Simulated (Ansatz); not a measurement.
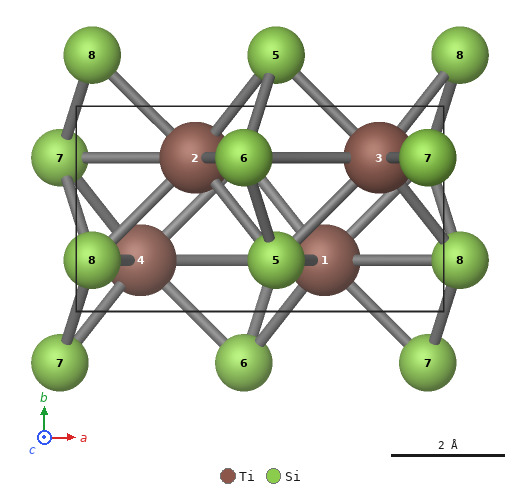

This is the input geometry for a relaxation of solid TiSi (set up in Pnma). Style: ball-and-stick. Shown: the cell of the calculation, along the c axis.

Computed with DFT PBEsol, scalar-relativistic, plane waves, PAW (Ansatz 0.2.0).

Input file:
```yaml
crystal:
  lattice:
    - [6.51223075, 0.0, 0.0]
    - [0.0, 3.63174164, 0.0]
    - [0.0, 0.0, 4.99348361]
  atoms:
    - { symbol: Ti, position: [0.67568383, 0.25, 0.37178419] }
    - { symbol: Ti, position: [0.32431617, 0.75, 0.62821581] }
    - { symbol: Ti, position: [0.82431617, 0.75, 0.87178419] }
    - { symbol: Ti, position: [0.17568383, 0.25, 0.12821581] }
    - { symbol: Si, position: [0.54392999, 0.25, 0.85539789] }
    - { symbol: Si, position: [0.45607001, 0.75, 0.14460211] }
    - { symbol: Si, position: [0.95607001, 0.75, 0.35539789] }
    - { symbol: Si, position: [0.04392999, 0.25, 0.64460211] }
basis:
  ecutwfc: 420
kpoints:
  mp_grid: { grid: [6, 10, 8] }
hamiltonian:
  xc: pbesol
scf:
  occupations: { method: gaussian, width: 0.1 }
output:
  forces: true
  stress: true
  eigenvalues: true
relax:
  adjacent_minimum: "off"
  f_tol: 0.005
  max_steps: 80
  cell: { stress_tol: 0.05 }
```

Command:
```bash
ansatz run input.yaml --threads 2 --pin off --max-ram 5120MiB --backend cpu --events-out ev --progress --plain --runs-dir out
```

### What does the optimiser find from here?

The largest moves relative to the cell, 0.009 Å, are those of Si5, Si6, Si7 and Si8. Si7 goes roughly along −c. By element the largest moves are Si 0.009 Å, Ti 0.007 Å. The drawn cell changes as follows: a 6.512 → 6.452 Å (−0.9 %), b 3.632 → 3.622 Å (−0.3 %), c 4.993 → 4.964 Å (−0.6 %); the volume changes by −1.8 %. Some distances before and after: Ti1–Si5 2.563 → 2.544 Å, Ti1–Si7 2.576 → 2.558 Å, Ti1–Si6 2.575 → 2.557 Å, Ti1–Si8 2.758 → 2.741 Å. The space group stays Pnma (No. 62). After 4 accepted moves (5 points after the start) the energy has fallen by 2.6 meV per atom. The largest force component goes from 0.12 to 0.00028 eV/Å. Pressure: −2.61 GPa at the start and −0.01 GPa at the end. At 1 point the geometry stayed and the basis and grid were re-selected for the new cell (energy shift of less than 0.05 meV per atom at most each time).

History of the run:

| step | E − E(0), meV/atom | largest force component, eV/Å | pressure, GPa | volume, Å³/atom | note |
| --- | --- | --- | --- | --- | --- |
| 0 | 0.00 | 0.1151 | -2.61 | 14.762 |  |
| 1 | -2.50 | 0.0131 | 0.50 | 14.453 |  |
| 2 | -2.63 | 0.0127 | 0.02 | 14.500 |  |
| 3 | -2.64 | 0.0053 | 0.00 | 14.501 |  |
| 4 | -2.64 | 0.0003 | 0.00 | 14.501 |  |
| 5 | -2.60 | 0.0003 | -0.01 | 14.501 | same geometry, new basis |

After the run, drawn alike:

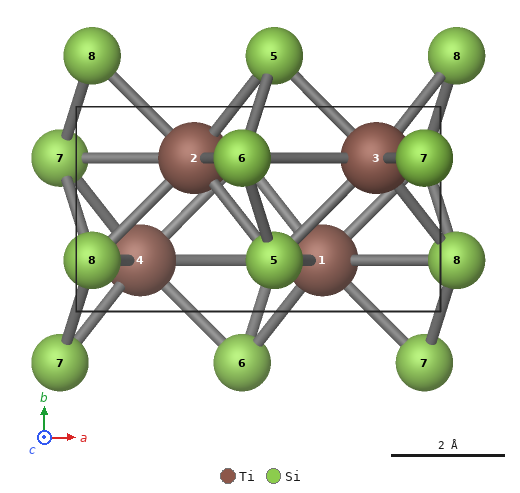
